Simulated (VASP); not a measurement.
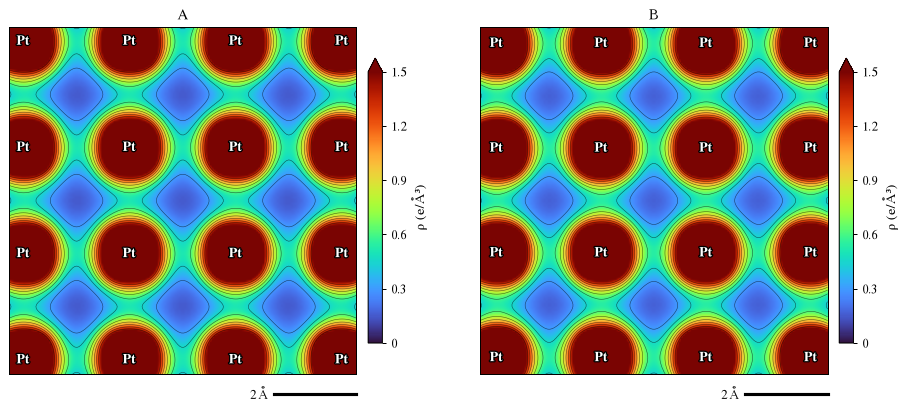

Pt. The valence charge density (pseudo) of two cells that differ in size, on the (001) plane of each (indices in the axes of the calculation cell), at one length scale and on one colour scale; one has 16.3 and the other 17.0 Å³ an atom.

Level of theory: Kohn-Sham DFT of a periodic cell, LDA, VASP PAW LDA potentials, recommended in VASP.

Which panel shows the smaller cell, and what does the compression change?

Answer. Panel B is the smaller cell, by 4 % in volume. From the larger cell to the smaller, Pt–Pt goes from 2.57 to 2.54 Å, and the density at its midpoint from 0.51 to 0.54 e/Å³; the pressure goes from 0.4 to 11 GPa.
